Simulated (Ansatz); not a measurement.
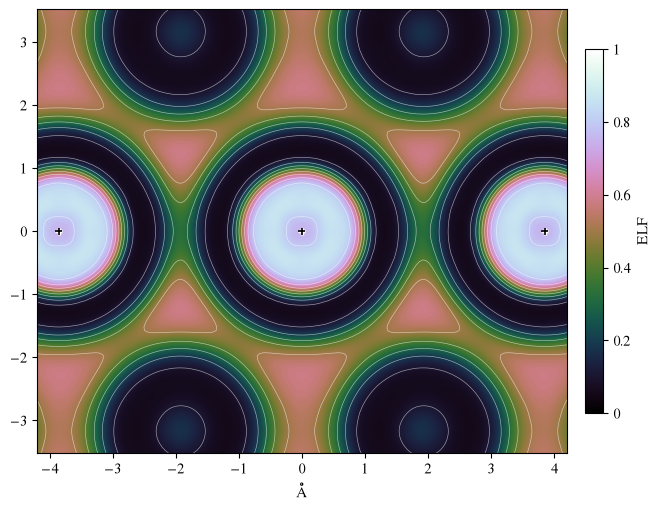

The electron localisation function on a plane through atoms (crosses mark nuclei in the plane).

Level of theory: DFT PBEsol, scalar-relativistic, plane waves, PAW (Ansatz 0.2.0).

Candidates:
A. HgTe, a = 6.51 Å, b = 6.51 Å, c = 6.51 Å, α = 90.00°, β = 90.00°, γ = 90.00°. Space group F-43m.
B. Ca, a = 3.85 Å, b = 3.85 Å, c = 6.34 Å, α = 90.00°, β = 90.00°, γ = 120.00°. Space group P6₃/mmc.

### Which candidate gave the map?

Candidate B: Ca on the (100) plane of the conventional cell, which holds Ca. Ca–Ca (3.85 Å): the ELF is about 0.35 at the midpoint (no localised pair shows between them).
